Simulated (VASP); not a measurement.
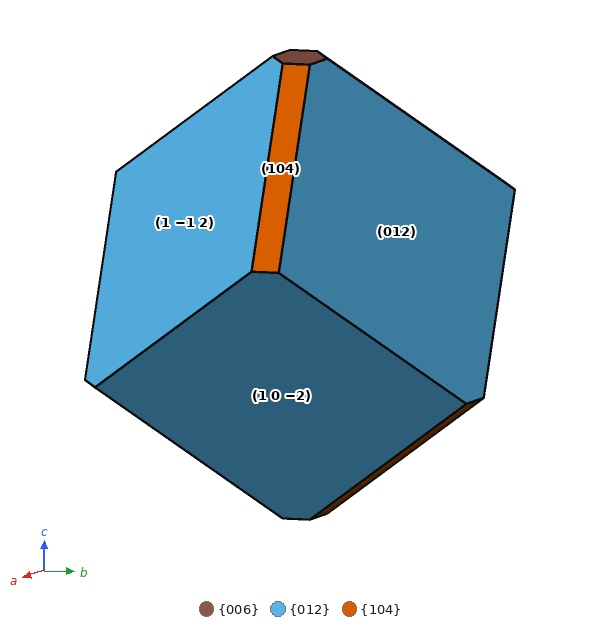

Al2O3, space group R-3c (No. 167), a = 4.732 Å, b = 4.732 Å, c = 12.894 Å, α = 90.00°, β = 90.00°, γ = 120.00°. Crystal habit computed by the BFDH rule (growth rate of a face proportional to 1/d, systematic absences taken into account). This is a geometric estimate, not an energy calculation. Origin: coordinates from a relaxation with VASP Kohn-Sham DFT of a periodic cell, LDA, VASP PAW LDA potentials, recommended (VASP 6.6.1). Forms under 0.4 % of the area are left out.

### Describe the habit.

It is roughly equant (blocky). Widths along a, b and c stand as 1.00 : 1.00 : 1.18.

### How many faces does the whole crystal have, by form?

14 faces: 6 of {012}, 6 of {104} and 2 of {006}.
